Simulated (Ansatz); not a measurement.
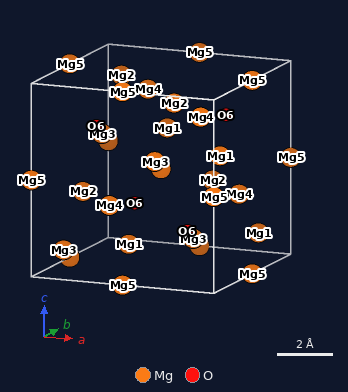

Solid Mg₅O (a generated structure, set up in F-43m) (coarse preliminary run), before the relaxation. The picture is a ball-and-stick view of the conventional cell (4 times the calculation's cell), seen slightly off an axis. Lengths and directions refer to the drawn axes.

The calculation used DFT PBE, scalar-relativistic, plane waves, PAW in Ansatz 0.2.0.

Input
```yaml
crystal:
  lattice:
    - [0.0, 3.66445847, 3.66445847]
    - [3.66445847, 0.0, 3.66445847]
    - [3.66445847, 3.66445847, 0.0]
  atoms:
    - { symbol: Mg, position: [0.37273282, 0.87575573, 0.87575573] }
    - { symbol: Mg, position: [0.87575573, 0.37273282, 0.87575573] }
    - { symbol: Mg, position: [0.87575573, 0.87575573, 0.37273282] }
    - { symbol: Mg, position: [0.87575573, 0.87575573, 0.87575573] }
    - { symbol: Mg, position: [0.5, 0.5, 0.5] }
    - { symbol: O, position: [0.25, 0.25, 0.25], spin: 1.0 }
basis:
  ecutwfc: 420
kpoints:
  mp_grid: { grid: [4, 4, 4] }
hamiltonian:
  xc: pbe
scf:
  occupations: { method: gaussian, width: 0.1 }
  lower_state_search: "off"
output:
  forces: true
  stress: true
  eigenvalues: true
  populations: true
magnetization:
  spin_polarized: true
relax:
  adjacent_minimum: "off"
  f_tol: 0.04
  max_steps: 70
  cell: { stress_tol: 0.4 }
```

Run as
```bash
ansatz run input.yaml --threads 1 --pin off --max-ram 2560MiB --backend cpu --events-out ev --progress --plain --runs-dir out
```

### What does the optimiser find from here?

Over 4 accepted moves (6 points after the start) the energy falls by 241 meV per atom. The largest force component goes from 0.15 to 0.0022 eV/Å. Pressure: 17.67 GPa at the start and 0.21 GPa at the end. The SCF was repeated twice at an unchanged geometry on a basis and grid sized afresh for the cell, which shifted the energy by 14.3 meV per atom at most. The largest moves relative to the cell, 0.010 Å, are those of Mg1, Mg2, Mg3 and Mg4. Mg4 goes along [−1 1 −1]. O stays in place. Cell: a = b = c 7.329 → 8.062 Å (+10.0 %). Volume +33.1 %. Among the contacts that change: Mg1–Mg2 2.575 → 2.850 Å, Mg1–Mg2 (another image) 2.607 → 2.851 Å. The space group stays F-43m (No. 216). The run took 49 s on 1 thread of Intel(R) Xeon(R) Platinum 8259CL CPU @ 2.50GHz (Skylake/Cascade Lake), with other jobs on the host, peak memory 0.43 GiB.

History of the run:

```tsv
step	E − E(0), meV/atom	largest force component, eV/Å	pressure, GPa	volume, Å³/atom	note
0	0.00	0.1464	17.67	16.402	
1	-179.66	0.0745	6.47	18.920	
2	-222.10	0.0163	1.43	20.756	
3	-224.59	0.0035	0.16	21.340	
4	-238.91	0.0032	1.03	21.340	same geometry, new basis
5	-240.46	0.0022	0.20	21.833	
6	-240.73	0.0022	0.21	21.833	same geometry, new basis
```

The structure at the end:

```xyz
6
Lattice="0.0000 4.0310 4.0310 4.0310 0.0000 4.0310 4.0310 4.0310 0.0000" Properties=species:S:1:pos:R:3 pbc="T T T"
Mg    7.0544    5.0385    5.0385
Mg    5.0385    7.0544    5.0385
Mg    5.0385    5.0385    7.0544
Mg    7.0544    7.0544    7.0544
Mg    4.0310    4.0310    4.0310
O     2.0155    2.0155    2.0155
```

The end point in the same view:

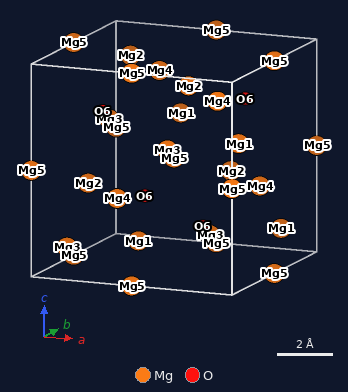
